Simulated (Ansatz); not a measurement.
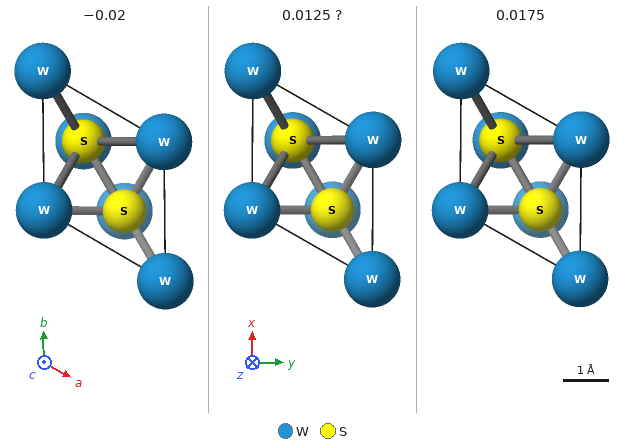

A scan of a crystal of WS$_{2}$ (R3m): the cell is strained in shear in the xy plane, with the atoms kept at their fractional coordinates. x, y and z are the Cartesian axes of the input. A ball-and-stick model of the conventional cell (3 times the calculation's cell), seen along the c axis. Lengths and directions refer to the drawn axes.

All numbers below come from Ansatz, DFT PBEsol, scalar-relativistic, plane waves, PAW. Set-up: plane-wave cutoff 420 eV; k-point mesh 12 × 12 × 12; occupations gaussian; smearing width 0.05 eV; no spin polarisation. Energies (free energies at the smearing named) are counted from the cell as listed in its source, which wasn't relaxed.

```json
{"engineering shear strain": "−0.0200", "ΔE (meV/atom)": "2.28"}
{"engineering shear strain": "−0.0100", "ΔE (meV/atom)": "0.57"}
{"engineering shear strain": "0.0000", "ΔE (meV/atom)": "0.00"}
{"engineering shear strain": "0.0025", "ΔE (meV/atom)": "0.04"}
{"engineering shear strain": "0.0050", "ΔE (meV/atom)": "0.14"}
{"engineering shear strain": "0.0075", "ΔE (meV/atom)": "0.32"}
{"engineering shear strain": "0.0125", "ΔE (meV/atom)": "?"}
{"engineering shear strain": "0.0150", "ΔE (meV/atom)": "1.28"}
{"engineering shear strain": "0.0175", "ΔE (meV/atom)": "1.75"}
```

### Estimate the missing energy from the other rows, and compare with the calculation.

A straight line between the two neighbours gives 0.96 meV/atom. A cubic through the four nearest rows (0.0050, 0.0075, 0.0150, 0.0175) gives, with Lagrange weights, (−0.2000)(0.14) + (0.5000)(0.32) + (1.0000)(1.28) + (−0.3000)(1.75) = 0.89 meV/atom. The calculation gives 0.89 meV/atom, so the cubic is right to the digits shown and the straight line 0.07 meV/atom too high, as the curve bends upwards here.

The whole profile:

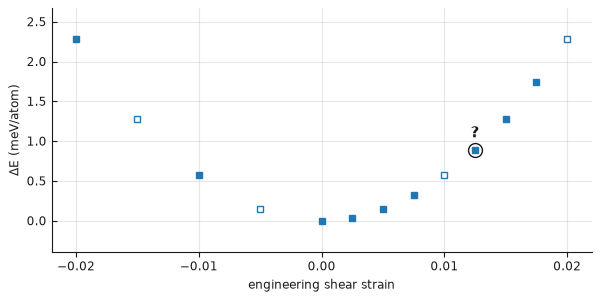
